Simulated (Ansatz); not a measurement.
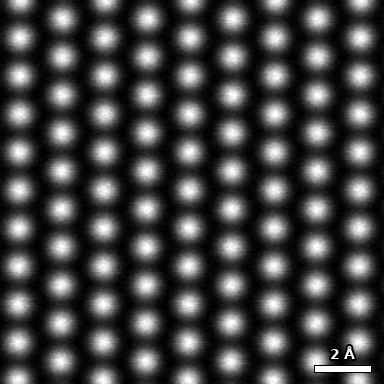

Dark-field STEM-like image of Ta. Simulated incoherent Z contrast: every atom adds Z^1.7 spread by a probe of 0.74 Å full width; channelling and multiple scattering are left out. The probe carries 15 % of its weight in a tail 2.5 times as wide. Shot noise and a slight drift were added.

Measure the repeat of the pattern.

The pattern repeats on a centred rectangular net of 1.4 × 3.1 Å.

What is the plane group of the image?

c2mm: perpendicular mirror lines on a centred net, with further twofold points between them.

How many columns does the smallest repeating cell hold, and how many levels of brightness?

1 column in the primitive cell of 2.2 Å², all of one brightness.

The crystal is Ta (Fd-3m, No. 227) seen along [210]. Structure: the geometry relaxed with Ansatz, DFT, BLYP, plane waves (420 eV) with PAW, scalar-relativistic; the starting structure was generated, so it need not be a known form of this composition.
